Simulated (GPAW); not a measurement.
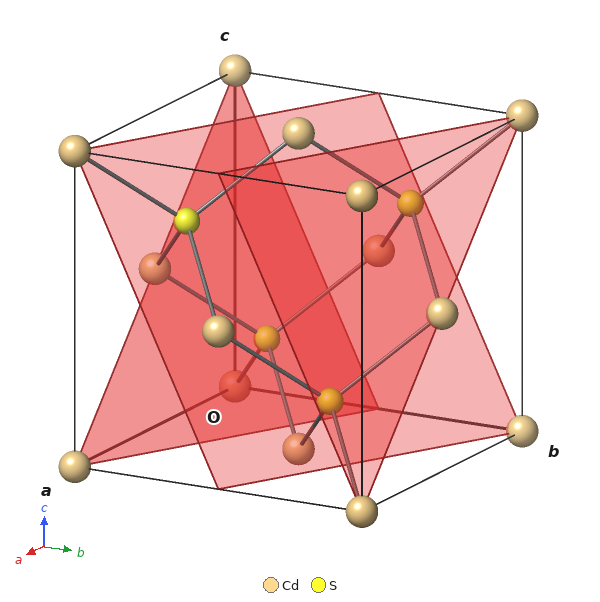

For CdS, an entry of the Crystallography Open Database, as set up for an electronic-structure calculation: every member of one family of equally spaced planes, hx + ky + lz = a whole number, that cuts the unit cell is shaded (one member passes through the origin O, touching the cell only at an edge or corner). Geometry calculated from the standardised cell; symmetry tolerance 0.002 Å.

a = 5.833 Å, b = 5.833 Å, c = 5.833 Å, α = 90.00°, β = 90.00°, γ = 90.00°.

What are the Miller indices?

(1 2 1); the opposite sign names the same planes. The member next to the origin meets the axes a at 1, b at 1/2, c at 1.

What is the spacing?

d = 2.381 Å.

Which atoms of the cell lie in these planes (within 0.03 Å)?

2 of the 4 Cd, 2 of the 4 S.

The space group is No. 216, F-43m. How many reflections hkl are equivalent to this one (itself included), and does it occur?

24 reflections are equivalent in the Laue class m-3m. The reflection is systematically absent, by the centring.
